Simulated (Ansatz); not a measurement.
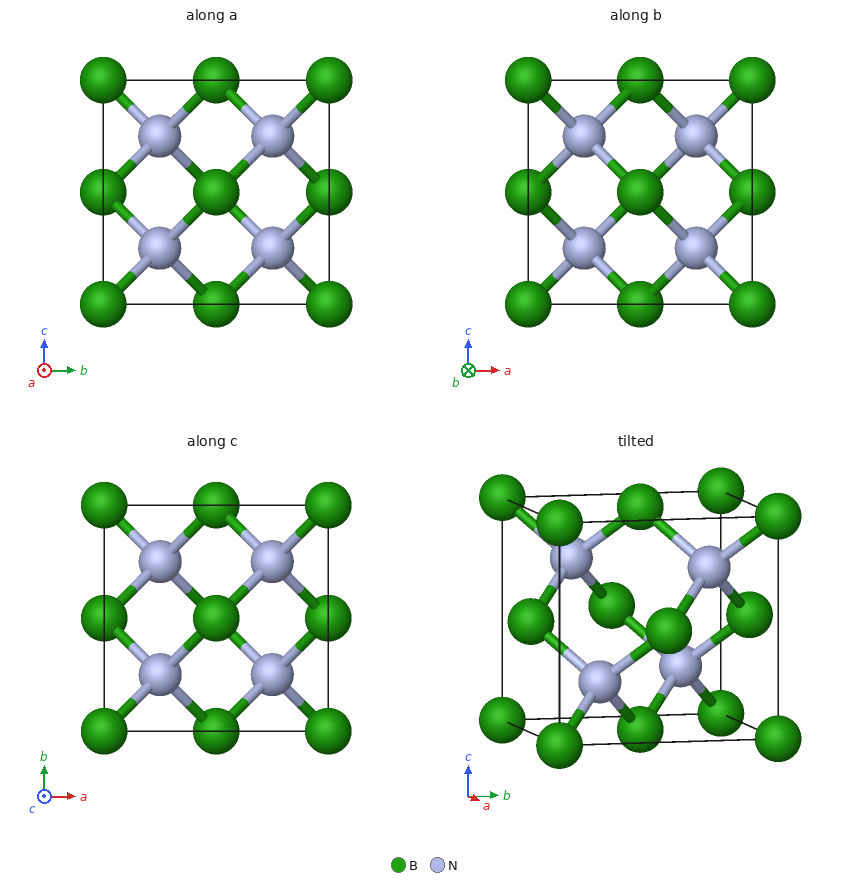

View along the a axis, along the b axis, along the c axis and slightly off an axis, drawn as a ball-and-stick model. The frame is the drawn cell (a repeat of the simulation cell); atoms at its boundary are shown with their periodic copies.

Lattice parameters: a = 3.578 Å, b = 3.610 Å, c = 3.578 Å, α = 90.00°, β = 90.00°, γ = 90.00°. Put a along x and b in the xy plane.

> Set out the cell and atoms as a POSCAR file.

```
B N
1.0
     3.578    0.000    0.000
     0.000    3.610    0.000
     0.000    0.000    3.578
B N
4 4
Direct
  0.0000 0.0000 0.0000
  0.5000 0.0000 0.5000
  0.5000 0.5000 0.0000
  0.0000 0.5000 0.5000
  0.7500 0.2500 0.2500
  0.2500 0.2500 0.7500
  0.2500 0.7500 0.2500
  0.7500 0.7500 0.7500
```

The structure comes from a structure type filled with these elements by a generator (whether the compound takes this form wasn't checked). The cell was then strained or its atoms displaced on purpose. Ansatz was used for an electronic-structure calculation on it.

At this level of theory the cell isn't at rest (compressed, at 7 GPa), so its distances can differ from those at equilibrium, the more so the softer the solid.
